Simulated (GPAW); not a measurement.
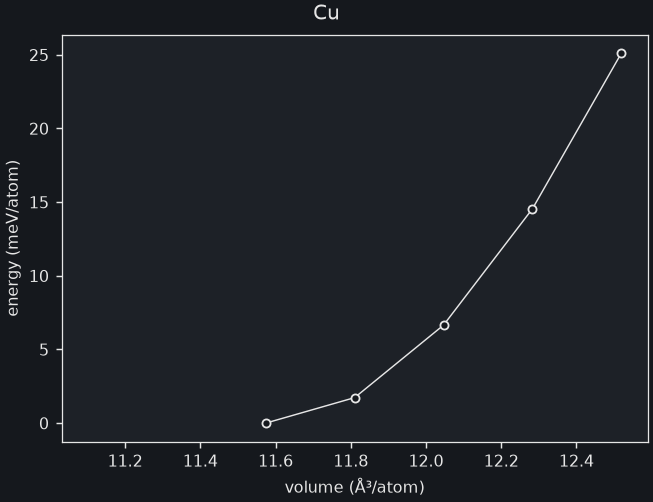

Plotted: energy against volume for Cu, space group Fm-3m (No. 225).

Cell as given: a = 2.556 Å, b = 2.556 Å, c = 2.556 Å, α = 60.00°, β = 60.00°, γ = 60.00°; 1 atom.

Computed with GPAW 26.7.0: PAW DFT in plane waves, on a grid or in atomic orbitals, no spin polarisation; energies at scaled volumes of the given cell, shape and fractions fixed, counted from the fit's minimum, third-order Birch-Murnaghan fit. Level: M06-L.

k mesh 13×13×13; occupations Fermi–Dirac; smearing width 0.05 eV; potentials GPAW PAW data sets (gpaw data 1.2.1); wave cutoff 600 eV; program settings basis pw.

The points at volume 11.10 Å³/atom and 11.34 Å³/atom are left out of the plot. What values does the calculation give there?

```csv
volume (Å³/atom),energy (meV/atom)
11.10,8.07
11.34,1.95
```

Note: the fit and the printed pressures don't fully agree.
